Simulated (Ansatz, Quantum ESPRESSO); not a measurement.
**LiH (Fm-3m): the LO frequency by hand**

Aim: work out the LO frequency and the static dielectric constant of LiH (Fm-3m) from one linear-response run, then check them.

Calculated with Quantum ESPRESSO 8.0 development, patched; DFT LDA, scalar-relativistic, plane waves, PseudoDojo norm-conserving pseudopotentials.

The database entry behind the starting cell differs from later determinations by our own check (the deuteride, about 0.2 % short), so it need not match the best structure at ambient conditions.

## (1) The relaxed structure

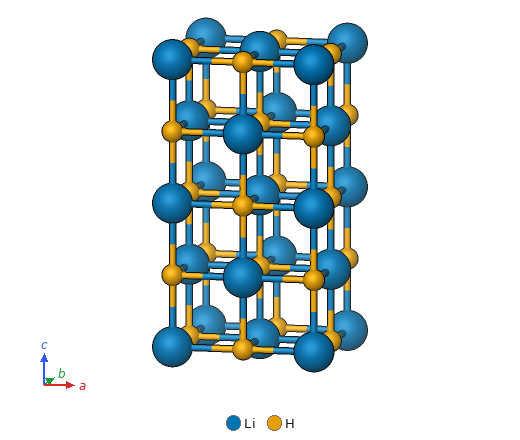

Start, viewed slightly off an axis; lithium blue, hydrogen orange. 1×1×2 cells are drawn. This picture shows the conventional cell, with its axes. Some periodic images of atoms are drawn too.

Coordinates:

```cif
data_structure
_symmetry_space_group_name_H-M 'Fm-3m'
_symmetry_Int_Tables_number 225
_cell_length_a 3.9093
_cell_length_b 3.9093
_cell_length_c 3.9093
_cell_angle_alpha 90.000
_cell_angle_beta 90.000
_cell_angle_gamma 90.000
_cell_volume 59.74
loop_
_atom_site_label
_atom_site_type_symbol
_atom_site_symmetry_multiplicity
_atom_site_Wyckoff_symbol
_atom_site_fract_x
_atom_site_fract_y
_atom_site_fract_z
_atom_site_occupancy
Li1 Li 4 a 0.00000 0.00000 0.00000 1
H1 H 4 b 0.00000 0.50000 0.00000 1
```

This is the cell after its relaxation at this level of theory, not the database cell from which that began.

## (2) What the response run gave

A linear-response run on the relaxed cell, with the response to an electric field; only its zone-centre results are used. Cutoff 74 Ry, k mesh 12×12×12.

The program printed:

```text
[banners, grids, parts of the stress and lines that vanish by symmetry left out]
Program PHONON v.8.0dev
     Dynamical matrices for q-points given in input
     (   1q-points):
[...]
Exchange-correlation= PW
                           (   1   4   0   0   0   0   0)
[...]
kinetic-energy cut-off    =      74.0000  Ry
     charge density cut-off    =     296.0000  Ry
     convergence threshold     =      1.0E-18
[...]
Exchange-correlation= PW
                           (   1   4   0   0   0   0   0)
[...]
q = (   0.0000000   0.0000000   0.0000000 )
     49 Sym.Ops. (with q -> -q+G )
     G cutoff =  409.1916  (   8657 G-vectors)     FFT grid: ( 30, 30, 30)
     number of k points=    72
[...]
Mode symmetry, O_h (m-3m)  point group:
[...]
Dielectric constant
[...]
End of electric fields calculation
          Dielectric constant in cartesian axis
          (       5.009673023      -0.000000000       0.000000000 )
          (      -0.000000000       5.009673023      -0.000000000 )
          (       0.000000000      -0.000000000       5.009673023 )
          Effective charges (d Force / dE) in cartesian axis without acoustic sum rule applied (asr)
           atom    1  Li    Mean Z*:        1.02671
      Ex  (        1.02671       -0.00000        0.00000 )
      Ey  (        0.00000        1.02671       -0.00000 )
      Ez  (        0.00000       -0.00000        1.02671 )
           atom    2  H     Mean Z*:       -1.02746
      Ex  (       -1.02746       -0.00000       -0.00000 )
      Ey  (       -0.00000       -1.02746        0.00000 )
      Ez  (       -0.00000        0.00000       -1.02746 )
          Effective charges Sum: Mean:       -0.00075
[...]
Effective charges (d Force / dE) in cartesian axis with asr applied:
           atom    1  Li    Mean Z*:        1.02709
[...]
atom    2  H     Mean Z*:       -1.02709
[...]
Dielectric constant from finite-differences
          (       5.009581794       0.000000000       0.000000000 )
          (       0.000000000       5.009581794      -0.000000000 )
          (       0.000000000      -0.000000000       5.009581794 )
[...]
(      -0.000000000       0.000000000      -0.000000000 )
          (       0.000000000      -0.000000000      -0.000000000 )
          (      -0.000000000       0.000000000      -0.000000000 )
          (      -0.000000000      -0.000000000      -0.000000000 )
          (      -0.000000000      -0.000000000      -0.000000000 )
          (      -0.000000000       0.000000000      -0.000000000 )
          (       0.000000000       0.000000000      -0.000000000 )
          (       0.000000000      -0.000000000      -0.000000000 )
[...]
(       0.000000000      -0.000000000      -0.000000000 )
          (      -0.000000000      -0.000000000      -0.000000000 )
          (       0.000000000       0.000000000      -0.000000000 )
          (       0.000000000       0.000000000      -0.000000000 )
          (       0.000000000      -0.000000000       0.000000000 )
[...]
Representation #   1 modes #   1   2   3
[...]
End of self-consistent calculation
     Convergence has been achieved
     Representation #   2 modes #   4   5   6
[...]
End of self-consistent calculation
     Convergence has been achieved
[...]
Dielectric constant in cartesian axis
          (       5.009673023      -0.000000000       0.000000000 )
          (      -0.000000000       5.009673023      -0.000000000 )
          (       0.000000000      -0.000000000       5.009673023 )
          Effective charges (d Force / dE) in cartesian axis without acoustic sum rule applied (asr)
           atom    1  Li    Mean Z*:        1.02671
      Ex  (        1.02671       -0.00000        0.00000 )
      Ey  (        0.00000        1.02671       -0.00000 )
      Ez  (        0.00000       -0.00000        1.02671 )
           atom    2  H     Mean Z*:       -1.02746
      Ex  (       -1.02746       -0.00000       -0.00000 )
      Ey  (       -0.00000       -1.02746        0.00000 )
      Ez  (       -0.00000        0.00000       -1.02746 )
          Effective charges Sum: Mean:       -0.00075
[...]
Effective charges (d Force / dE) in cartesian axis with asr applied:
           atom    1  Li    Mean Z*:        1.02709
[...]
atom    2  H     Mean Z*:       -1.02709
[...]
q = (    0.000000000   0.000000000   0.000000000 )
[...]
freq (    1) =       0.050238 [THz] =       1.675749 [cm-1]
     freq (    2) =       0.050238 [THz] =       1.675749 [cm-1]
     freq (    3) =       0.050238 [THz] =       1.675749 [cm-1]
     freq (    4) =      19.411723 [THz] =     647.505395 [cm-1]
     freq (    5) =      19.411723 [THz] =     647.505395 [cm-1]
     freq (    6) =      19.411723 [THz] =     647.505395 [cm-1]
[...]
Mode symmetry, O_h (m-3m)  point group:
     freq (   1-   3) =          1.7  [cm-1]   --> T_1u G_15  G_4- I
     freq (   4-   6) =        647.5  [cm-1]   --> T_1u G_15  G_4- I

   JOB DONE.
```

```csv
quantity,value
cell volume Ω (Å³),14.936
mass of Li (u),6.940
mass of H (u),1.008
"Born charge of Li, raw (e)",1.027
"Born charge of H, raw (e)",-1.028
ε∞,5.010
ω(TO) after the sum rule (cm⁻¹),647.5
```

## (3) The calculation

The charges must sum to zero over the cell; taking off their mean, 0.000 e, leaves Z* = 1.027 e on Li. In the polar mode Li moves against H, so the reduced mass is μ = 6.94 × 1.01 / 7.95 = 0.880 u.

A longitudinal wave builds up a field that adds to the restoring force: ω(LO)² = ω(TO)² + 4π Z*² / (μ Ω ε∞), in Hartree atomic units. With μ = 1604 electron masses and Ω = 100.79 bohr³ the second term is 1.6363e-05 Ha², or 788203 cm⁻² (1 Ha = 219474.6 cm⁻¹).

So ω(LO) = √(419269 + 788203) = 1098.9 cm⁻¹, and by the Lyddane-Sachs-Teller relation ε₀ = ε∞ (ω(LO)/ω(TO))² = 14.43.

## (4) Check against the program

The analysis program adds the same non-analytic term to the full matrix, here for q along (1 0 0).

The program printed:

```text
[banner, memory and clock lines left out]
Program DYNMAT v.8.0dev

     Reading Dynamical Matrix from file g.dyn
     ...Force constants read
     ...epsilon and Z* read
     ...Raman cross sections read

     Polarizability (A^3 units)
     multiply by 0.427980 for Clausius-Mossotti correction (not under assume_isolated = 'mt')
         4.765788   -0.000000    0.000000
        -0.000000    4.765788   -0.000000
         0.000000   -0.000000    4.765788

     IR activities are in (D/A)^2/amu units

# mode   [cm-1]    [THz]      IR
    1     -0.00   -0.0000    0.0000
    2     -0.00   -0.0000    0.0000
    3      0.00    0.0000    0.0000
    4    647.51   19.4117   27.6516
    5    647.51   19.4117   27.6516
    6   1098.84   32.9424   27.6516
```

ε₀ comes from the program's run without a direction of q.

```
    quantity  by hand  program
ω(LO) (cm⁻¹)   1098.9   1098.8
          ε₀    14.43    14.43
```

## (5) Results

| Quantity | Value |
| --- | --- |
| TO mode | 647.5 cm⁻¹ |
| LO mode | 1099 cm⁻¹ |
| static dielectric constant | 14.43 |

The LO mode of LiH (Fm-3m) lies at 1099 cm⁻¹, 451 cm⁻¹ above the TO mode; the formula meets the program within 0.1 cm⁻¹, as it must for a cubic crystal with one polar mode. ω(LO)² − ω(TO)² goes with Z*²/ε∞: an error of 5 % in ε∞ would move the LO mode by 17.2 cm⁻¹, and semilocal functionals tend to overestimate ε∞. These are harmonic values at zero temperature, at the volume of this functional, for the structure held cubic; stability elsewhere in the zone is no part of this calculation.

[Host names and launcher messages were left out of these logs when they were recorded.]

[Logs are printed without paths, hosts, clocks, repeated set-up lines and the standing remarks that a program may print on its own settings, such as how far it seeks lower states.]

[Hosts, paths, dates, database ids (printed as entryN), source tags and the programs' standing remarks are cut or masked in the printed files.]
